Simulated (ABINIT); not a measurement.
# Geometry relaxation of C (part 2 of 3)

The same run, continued: C (P6₃/mmc, 4 atoms in the cell); Kohn-Sham DFT of a periodic cell, PBEsol, JTH PAW PBE v2.0, no spin polarisation (ABINIT 10.8.3); cutoff 517.02 eV, 12×12×7 k-mesh, fermi-dirac of 0.05 eV. The structure derives from an entry of the Crystallography Open Database.

Geometry of the input (Å; fractional positions):
```
2.5221  0.0000  0.0000
-1.2611  2.1842  0.0000
0.0000  0.0000  4.1186
C  0.6667  0.3333  0.9375
C  0.3333  0.6667  0.4375
C  0.6667  0.3333  0.5625
C  0.3333  0.6667  0.0625
```

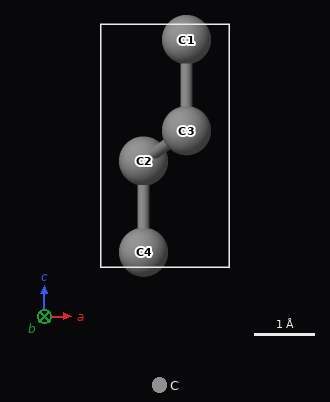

Fig. 1: The starting structure (ball-and-stick view of the cell of the calculation, along the b axis; atoms are numbered from 1 in the order of the input). An atom can appear more than once, as a periodic image.

The program's output, continued
```
---OUTPUT-----------------------------------------------------------------------

 Cartesian coordinates (xcart) [bohr]
  2.35344523638776E+00  1.35876224075858E+00  7.39256292996250E+00
  2.46885412156079E-11  2.71752448152026E+00  3.44956045300720E+00
  2.35344523638776E+00  1.35876224075858E+00  4.43644450090340E+00
  2.46885412156079E-11  2.71752448152026E+00  4.93442023948100E-01
 Reduced coordinates (xred)
  6.66666666671532E-01  3.33333333332573E-01  9.37428136701410E-01
  3.33333333338199E-01  6.66666666665907E-01  4.37428136701410E-01
  6.66666666671532E-01  3.33333333332573E-01  5.62571863298590E-01
  3.33333333338199E-01  6.66666666665907E-01  6.25718632985904E-02
 Cartesian forces (fcart) [Ha/bohr]; max,rms= 1.55601E-03 8.98362E-04 (free atoms)
 -8.58096838695352E-28 -2.31197139041226E-28 -1.55600926778099E-03
 -1.71619367739070E-28 -9.90844881605252E-29 -1.55600926778099E-03
  7.43683926869305E-28 -6.27535091683327E-28  1.55600926778099E-03
  2.86032279565117E-28  9.57816718885077E-28  1.55600926778099E-03
 Gradient of E wrt nuclear positions in reduced coordinates (gred)
  4.03896783473158E-27 -1.07705808926175E-27  1.22706967940517E-02
  8.07793566946316E-28 -2.29127539459989E-43  1.22706967940517E-02
 -3.50043879010070E-27  4.30823235704702E-27 -1.22706967940517E-02
 -1.34632261157719E-27 -3.23117426778526E-27 -1.22706967940517E-02
 Scale of Primitive Cell (acell) [bohr]
  4.70689047272615E+00  4.70689047278958E+00  7.88600495391059E+00
 Real space primitive translations (rprimd) [bohr]
  4.70689047272615E+00  0.00000000000000E+00  0.00000000000000E+00
 -2.35344523636308E+00  4.07628672228504E+00  0.00000000000000E+00
  0.00000000000000E+00  0.00000000000000E+00  7.88600495391059E+00
 Unitary Cell Volume (ucvol) [Bohr^3]=  1.51305899741020E+02
 Angles (23,13,12)= [degrees]
  9.00000000000000E+01  9.00000000000000E+01  1.19999999999554E+02
 Lengths [Bohr]
  4.70689047272615E+00  4.70689047278958E+00  7.88600495391059E+00
 Stress tensor in cartesian coordinates (strten) [Ha/bohr^3]
 -1.32262017316013E-04  0.00000000000000E+00  0.00000000000000E+00
  0.00000000000000E+00 -1.32262017750720E-04  0.00000000000000E+00
  0.00000000000000E+00  0.00000000000000E+00  1.45026040409144E-04
 Total energy (etotal) [Ha]= -2.29076742893109E+01

 Difference of energy with previous step (new-old):
           Absolute (Ha)=-7.50072E-04
           Relative     =-3.27438E-05

--- Iteration: ( 3/60) Internal Cycle: (1/1)
--------------------------------------------------------------------------------

---SELF-CONSISTENT-FIELD CONVERGENCE--------------------------------------------

--- !BeginCycle
iteration_state: {dtset: 1, itime: 3, icycle: 1, }
solver: {iscf: 17, nstep: 100, nline: 4, wfoptalg: 10, }
tolerances: {tolvrs: 1.00E-09, }
...

     iter   Etot(hartree)      deltaE(h)  residm     nres2
 ETOT  1  -22.907876701898    -2.291E+01 1.128E-03 8.664E-02
 ETOT  2  -22.907657368906     2.193E-04 2.762E-04 6.750E-03
 ETOT  3  -22.907637859784     1.951E-05 1.191E-04 6.896E-05
 ETOT  4  -22.907638225744    -3.660E-07 2.252E-04 1.493E-05
 ETOT  5  -22.907638223681     2.063E-09 8.731E-05 1.938E-06
 ETOT  6  -22.907638224138    -4.568E-10 1.552E-04 1.702E-08
 ETOT  7  -22.907638224171    -3.395E-11 5.534E-05 1.084E-09
 ETOT  8  -22.907638224172    -5.649E-13 9.421E-05 4.629E-11

 At SCF step    8       nres2   =  4.63E-11 < tolvrs=  1.00E-09 =>converged.

 Cartesian components of stress tensor (hartree/bohr^3)
  sigma(1 1)=  6.89831281E-06  sigma(3 2)=  0.00000000E+00
  sigma(2 2)=  6.89831238E-06  sigma(3 1)=  0.00000000E+00
  sigma(3 3)=  5.61927225E-06  sigma(2 1)=  0.00000000E+00

--- !ResultsGS
iteration_state: {dtset: 1, itime: 3, icycle: 1, }
comment   : Summary of ground state results
lattice_vectors:
- [  4.7201645,   0.0000000,   0.0000000, ]
- [ -2.3600823,   4.0877824,   0.0000000, ]
- [  0.0000000,   0.0000000,   7.8623709, ]
lattice_lengths: [   4.72016,    4.72016,    7.86237, ]
lattice_angles: [ 90.000,  90.000, 120.000, ] # degrees, (23, 13, 12)
lattice_volume:   1.5170449E+02
convergence: {deltae: -5.649E-13, res2:  4.629E-11, residm:  9.421E-05, diffor: null, }
etotal    :  -2.29076382E+01
entropy   :   0.00000000E+00
fermie    :   4.46743194E-01
cartesian_stress_tensor: # hartree/bohr^3
- [  6.89831281E-06,   0.00000000E+00,   0.00000000E+00, ]
- [  0.00000000E+00,   6.89831238E-06,   0.00000000E+00, ]
- [  0.00000000E+00,   0.00000000E+00,   5.61927225E-06, ]
pressure_GPa:  -1.9041E-01
xred      :
- [  6.6667E-01,   3.3333E-01,   9.3592E-01,  C]
- [  3.3333E-01,   6.6667E-01,   4.3592E-01,  C]
- [  6.6667E-01,   3.3333E-01,   5.6408E-01,  C]
- [  3.3333E-01,   6.6667E-01,   6.4076E-02,  C]
cartesian_forces: # hartree/bohr
- [  5.70455800E-29,   3.62288091E-28,   7.60356566E-03, ]
- [  2.85227900E-28,   1.28447596E-27,   7.60356566E-03, ]
- [ -1.71136740E-28,  -1.61382877E-27,  -7.60356566E-03, ]
- [ -1.71136740E-28,  -3.29352810E-29,  -7.60356566E-03, ]
force_length_stats: {min:   7.60356566E-03, max:   7.60356566E-03, mean:   7.60356566E-03, }
...

 Integrated electronic density in atomic spheres:
 ------------------------------------------------
 Atom  Sphere_radius  Integrated_density
    1        1.50737          2.66010789
    2        1.50737          2.66010789
    3        1.50737          2.66010789
    4        1.50737          2.66010789

---OUTPUT-----------------------------------------------------------------------

 Cartesian coordinates (xcart) [bohr]
  2.36008225640521E+00  1.36259412605229E+00  7.35857788503934E+00
  2.47582305858939E-11  2.72518825210769E+00  3.42739243537645E+00
  2.36008225640521E+00  1.36259412605229E+00  4.43497846394932E+00
  2.47582305858939E-11  2.72518825210769E+00  5.03793014286431E-01
 Reduced coordinates (xred)
  6.66666666671532E-01  3.33333333332573E-01  9.35923524756428E-01
  3.33333333338199E-01  6.66666666665907E-01  4.35923524756428E-01
  6.66666666671532E-01  3.33333333332573E-01  5.64076475243572E-01
  3.33333333338199E-01  6.66666666665907E-01  6.40764752435723E-02
 Cartesian forces (fcart) [Ha/bohr]; max,rms= 7.60357E-03 4.38992E-03 (free atoms)
  5.70455799977915E-29  3.62288090639326E-28  7.60356565938323E-03
  2.85227899988958E-28  1.28447595772125E-27  7.60356565938323E-03
 -1.71136739993375E-28 -1.61382876739336E-27 -7.60356565938323E-03
 -1.71136739993375E-28 -3.29352809672115E-29 -7.60356565938323E-03
 Gradient of E wrt nuclear positions in reduced coordinates (gred)
 -2.69264522315439E-28 -1.34632261157719E-27 -5.97820533714475E-02
 -1.34632261157719E-27 -4.57749687936246E-27 -5.97820533714475E-02
  8.07793566946316E-28  6.19308401325509E-27  5.97820533714475E-02
  8.07793566946316E-28 -2.69264522315439E-28  5.97820533714475E-02
 Scale of Primitive Cell (acell) [bohr]
  4.72016451276090E+00  4.72016451282451E+00  7.86237089932577E+00
 Real space primitive translations (rprimd) [bohr]
  4.72016451276090E+00  0.00000000000000E+00  0.00000000000000E+00
 -2.36008225638045E+00  4.08778237816619E+00  0.00000000000000E+00
  0.00000000000000E+00  0.00000000000000E+00  7.86237089932577E+00
 Unitary Cell Volume (ucvol) [Bohr^3]=  1.51704488309149E+02
 Angles (23,13,12)= [degrees]
  9.00000000000000E+01  9.00000000000000E+01  1.19999999999554E+02
 Lengths [Bohr]
  4.72016451276090E+00  4.72016451282451E+00  7.86237089932577E+00
 Stress tensor in cartesian coordinates (strten) [Ha/bohr^3]
  6.89831281286413E-06  0.00000000000000E+00  0.00000000000000E+00
  0.00000000000000E+00  6.89831237546575E-06  0.00000000000000E+00
  0.00000000000000E+00  0.00000000000000E+00  5.61927225043064E-06
 Total energy (etotal) [Ha]= -2.29076382241721E+01

 Difference of energy with previous step (new-old):
           Absolute (Ha)= 3.60651E-05
           Relative     = 1.57437E-06

--- Iteration: ( 4/60) Internal Cycle: (1/1)
--------------------------------------------------------------------------------

---SELF-CONSISTENT-FIELD CONVERGENCE--------------------------------------------

--- !BeginCycle
iteration_state: {dtset: 1, itime: 4, icycle: 1, }
solver: {iscf: 17, nstep: 100, nline: 4, wfoptalg: 10, }
tolerances: {tolvrs: 1.00E-09, }
...

     iter   Etot(hartree)      deltaE(h)  residm     nres2
 ETOT  1  -22.907954661462    -2.291E+01 7.222E-02 6.620E-02
 ETOT  2  -22.907786065405     1.686E-04 4.530E-05 5.247E-03
 ETOT  3  -22.907772041296     1.402E-05 2.648E-05 2.257E-05
 ETOT  4  -22.907772407651    -3.664E-07 3.182E-05 9.930E-06
 ETOT  5  -22.907772404769     2.882E-09 1.535E-05 1.915E-06
 ETOT  6  -22.907772404586     1.833E-10 3.322E-05 9.978E-08
 ETOT  7  -22.907772404587    -6.359E-13 1.560E-05 1.045E-09
 ETOT  8  -22.907772404588    -7.638E-13 3.412E-05 2.469E-11

 At SCF step    8       nres2   =  2.47E-11 < tolvrs=  1.00E-09 =>converged.

 Cartesian components of stress tensor (hartree/bohr^3)
  sigma(1 1)= -3.79254343E-05  sigma(3 2)=  0.00000000E+00
  sigma(2 2)= -3.79254347E-05  sigma(3 1)=  0.00000000E+00
  sigma(3 3)=  4.76500590E-05  sigma(2 1)=  0.00000000E+00

--- !ResultsGS
iteration_state: {dtset: 1, itime: 4, icycle: 1, }
comment   : Summary of ground state results
lattice_vectors:
- [  4.7168508,   0.0000000,   0.0000000, ]
- [ -2.3584254,   4.0849126,   0.0000000, ]
- [  0.0000000,   0.0000000,   7.8685129, ]
lattice_lengths: [   4.71685,    4.71685,    7.86851, ]
lattice_angles: [ 90.000,  90.000, 120.000, ] # degrees, (23, 13, 12)
lattice_volume:   1.5160990E+02
convergence: {deltae: -7.638E-13, res2:  2.469E-11, residm:  3.412E-05, diffor: null, }
etotal    :  -2.29077724E+01
entropy   :   0.00000000E+00
fermie    :   4.37014320E-01
cartesian_stress_tensor: # hartree/bohr^3
- [ -3.79254343E-05,   0.00000000E+00,   0.00000000E+00, ]
- [  0.00000000E+00,  -3.79254347E-05,   0.00000000E+00, ]
- [  0.00000000E+00,   0.00000000E+00,   4.76500590E-05, ]
pressure_GPa:   2.7657E-01
xred      :
- [  6.6667E-01,   3.3333E-01,   9.3751E-01,  C]
- [  3.3333E-01,   6.6667E-01,   4.3751E-01,  C]
- [  6.6667E-01,   3.3333E-01,   5.6249E-01,  C]
- [  3.3333E-01,   6.6667E-01,   6.2493E-02,  C]
cartesian_forces: # hartree/bohr
- [ -1.14171312E-28,  -5.93251537E-28,  -1.87542354E-03, ]
- [ -1.14171312E-28,  -5.93251537E-28,  -1.87542354E-03, ]
- [ -1.02754180E-27,  -6.59168375E-29,   1.87542354E-03, ]
- [  1.25588443E-27,   1.25241991E-27,   1.87542354E-03, ]
force_length_stats: {min:   1.87542354E-03, max:   1.87542354E-03, mean:   1.87542354E-03, }
...

 Integrated electronic density in atomic spheres:
 ------------------------------------------------
 Atom  Sphere_radius  Integrated_density
    1        1.50737          2.65969481
    2        1.50737          2.65969481
    3        1.50737          2.65969481
    4        1.50737          2.65969481

---OUTPUT-----------------------------------------------------------------------

 Cartesian coordinates (xcart) [bohr]
  2.35842540958468E+00  1.36163754509444E+00  7.37678692771325E+00
  2.47407761653018E-11  2.72327509019199E+00  3.44253047909787E+00
  2.35842540958468E+00  1.36163754509444E+00  4.42598241813287E+00
  2.47407761653018E-11  2.72327509019199E+00  4.91725969517500E-01
 Reduced coordinates (xred)
  6.66666666671532E-01  3.33333333332573E-01  9.37507127974518E-01
  3.33333333338199E-01  6.66666666665907E-01  4.37507127974517E-01
  6.66666666671532E-01  3.33333333332573E-01  5.62492872025482E-01
  3.33333333338199E-01  6.66666666665907E-01  6.24928720254825E-02
 Cartesian forces (fcart) [Ha/bohr]; max,rms= 1.87542E-03 1.08278E-03 (free atoms)
 -1.14171311597971E-28 -5.93251537352728E-28 -1.87542354318237E-03
 -1.14171311597971E-28 -5.93251537352728E-28 -1.87542354318237E-03
 -1.02754180438173E-27 -6.59168374836365E-29  1.87542354318237E-03
  1.25588442757768E-27  1.25241991218909E-27  1.87542354318237E-03
 Gradient of E wrt nuclear positions in reduced coordinates (gred)
  5.38529044630877E-28  2.15411617852351E-27  1.47567943373006E-02
  5.38529044630877E-28  2.15411617852351E-27  1.47567943373006E-02
  4.84676140167790E-27 -2.15411617852351E-27 -1.47567943373006E-02
 -5.92381949093965E-27 -2.15411617852351E-27 -1.47567943373006E-02
 Scale of Primitive Cell (acell) [bohr]
  4.71685081911987E+00  4.71685081918344E+00  7.86851289723075E+00
 Real space primitive translations (rprimd) [bohr]
  4.71685081911987E+00  0.00000000000000E+00  0.00000000000000E+00
 -2.35842540955994E+00  4.08491263529265E+00  0.00000000000000E+00
  0.00000000000000E+00  0.00000000000000E+00  7.86851289723075E+00
 Unitary Cell Volume (ucvol) [Bohr^3]=  1.51609904639821E+02
 Angles (23,13,12)= [degrees]
  9.00000000000000E+01  9.00000000000000E+01  1.19999999999554E+02
 Lengths [Bohr]
  4.71685081911987E+00  4.71685081918344E+00  7.86851289723075E+00
 Stress tensor in cartesian coordinates (strten) [Ha/bohr^3]
 -3.79254343067462E-05  0.00000000000000E+00  0.00000000000000E+00
  0.00000000000000E+00 -3.79254347430795E-05  0.00000000000000E+00
  0.00000000000000E+00  0.00000000000000E+00  4.76500589678408E-05
 Total energy (etotal) [Ha]= -2.29077724045876E+01

 Difference of energy with previous step (new-old):
           Absolute (Ha)=-1.34180E-04
           Relative     =-5.85744E-06

--- Iteration: ( 5/60) Internal Cycle: (1/1)
--------------------------------------------------------------------------------

---SELF-CONSISTENT-FIELD CONVERGENCE--------------------------------------------

--- !BeginCycle
iteration_state: {dtset: 1, itime: 5, icycle: 1, }
solver: {iscf: 17, nstep: 100, nline: 4, wfoptalg: 10, }
tolerances: {tolvrs: 1.00E-09, }
...

     iter   Etot(hartree)      deltaE(h)  residm     nres2
 ETOT  1  -22.907784151943    -2.291E+01 8.307E-05 7.480E-04
 ETOT  2  -22.907782301094     1.851E-06 2.409E-05 5.805E-05
 ETOT  3  -22.907782113534     1.876E-07 5.178E-06 1.718E-06
 ETOT  4  -22.907782112243     1.291E-09 2.174E-05 1.326E-07
 ETOT  5  -22.907782112289    -4.592E-11 4.577E-06 1.066E-08
 ETOT  6  -22.907782112291    -2.750E-12 1.917E-05 1.653E-10

 At SCF step    6       nres2   =  1.65E-10 < tolvrs=  1.00E-09 =>converged.

 Cartesian components of stress tensor (hartree/bohr^3)
  sigma(1 1)= -1.79949249E-05  sigma(3 2)=  0.00000000E+00
  sigma(2 2)= -1.79949253E-05  sigma(3 1)=  0.00000000E+00
  sigma(3 3)=  2.70710653E-05  sigma(2 1)=  0.00000000E+00

--- !ResultsGS
iteration_state: {dtset: 1, itime: 5, icycle: 1, }
comment   : Summary of ground state results
lattice_vectors:
- [  4.7188844,   0.0000000,   0.0000000, ]
- [ -2.3594422,   4.0866737,   0.0000000, ]
- [  0.0000000,   0.0000000,   7.8648545, ]
lattice_lengths: [   4.71888,    4.71888,    7.86485, ]
lattice_angles: [ 90.000,  90.000, 120.000, ] # degrees, (23, 13, 12)
lattice_volume:   1.5167011E+02
convergence: {deltae: -2.750E-12, res2:  1.653E-10, residm:  1.917E-05, diffor: null, }
etotal    :  -2.29077821E+01
entropy   :   0.00000000E+00
fermie    :   4.36982626E-01
cartesian_stress_tensor: # hartree/bohr^3
- [ -1.79949249E-05,   0.00000000E+00,   0.00000000E+00, ]
- [  0.00000000E+00,  -1.79949253E-05,   0.00000000E+00, ]
- [  0.00000000E+00,   0.00000000E+00,   2.70710653E-05, ]
pressure_GPa:   8.7467E-02
xred      :
- [  6.6667E-01,   3.3333E-01,   9.3744E-01,  C]
- [  3.3333E-01,   6.6667E-01,   4.3744E-01,  C]
- [  6.6667E-01,   3.3333E-01,   5.6256E-01,  C]
- [  3.3333E-01,   6.6667E-01,   6.2558E-02,  C]
cartesian_forces: # hartree/bohr
- [  1.99713694E-28,  -2.14137402E-28,  -1.45661554E-03, ]
- [ -1.42652639E-28,   1.15304755E-28,  -1.45661554E-03, ]
- [  8.55915832E-29,   2.47081618E-28,   1.45661554E-03, ]
- [ -1.42652639E-28,  -1.48248971E-28,   1.45661554E-03, ]
force_length_stats: {min:   1.45661554E-03, max:   1.45661554E-03, mean:   1.45661554E-03, }
...

 Integrated electronic density in atomic spheres:
 ------------------------------------------------
 Atom  Sphere_radius  Integrated_density
    1        1.50737          2.65989482
    2        1.50737          2.65989482
    3        1.50737          2.65989482
    4        1.50737          2.65989482

---OUTPUT-----------------------------------------------------------------------
```
